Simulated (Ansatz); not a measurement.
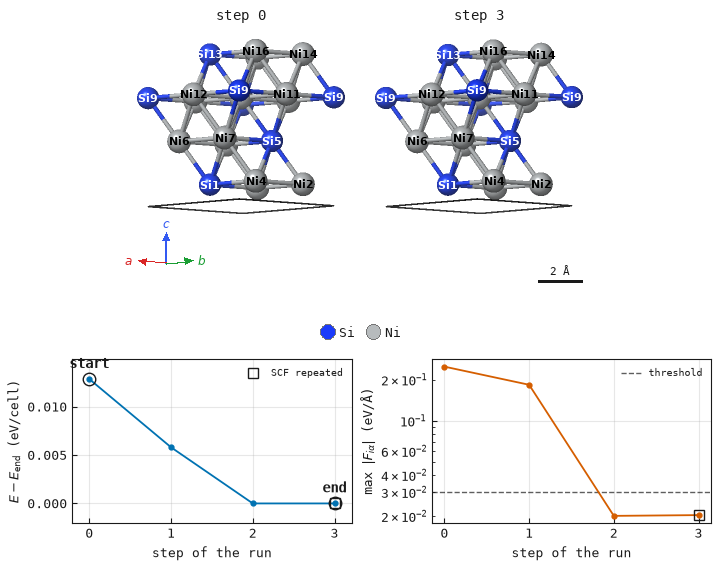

First and last geometry of a constrained relaxation of a slab of composition SiNi3 (cut from the Pm-3m phase), with the history of the run. A ball-and-stick model of the cell of the calculation, outlined in the plane, without the vacuum, seen from a free direction.

Case: clean slab, lower half held. The slab is the (1 1 1) face of SiNi3. 8 atoms are held fixed.

All numbers below come from DFT PBEsol, scalar-relativistic, plane waves, PAW (Ansatz 0.2.0). Settings: plane-wave cutoff 420 eV; k-point mesh 6 × 6 × 1; occupations gaussian; smearing width 0.1 eV; no spin polarisation; dipole correction; atoms relaxed in a fixed cell; force threshold 0.03 eV/Å; at most 70 steps.

Read the history and describe the run.

It converged. The energy falls by 12.9 meV per cell of the calculation in 2 accepted moves (3 points after the start). The largest force component goes from 0.25 to 0.02 eV/Å. 1 step only repeated the SCF at the same geometry. The largest moves, 0.030 Å, are those of Ni atoms. Largest moves by element: Ni 0.030 Å, Si 0.024 Å. The lattice vectors keep their values. Some distances before and after: Ni–Si 2.447 → 2.410 Å, Ni–Ni 2.447 → 2.422 Å, Ni–Ni 2.447 → 2.472 Å, Ni–Si 2.447 → 2.455 Å. Cost: 87 s on 4 threads of Arm Neoverse V1, with other jobs on the host, peak memory 1.6 GiB.
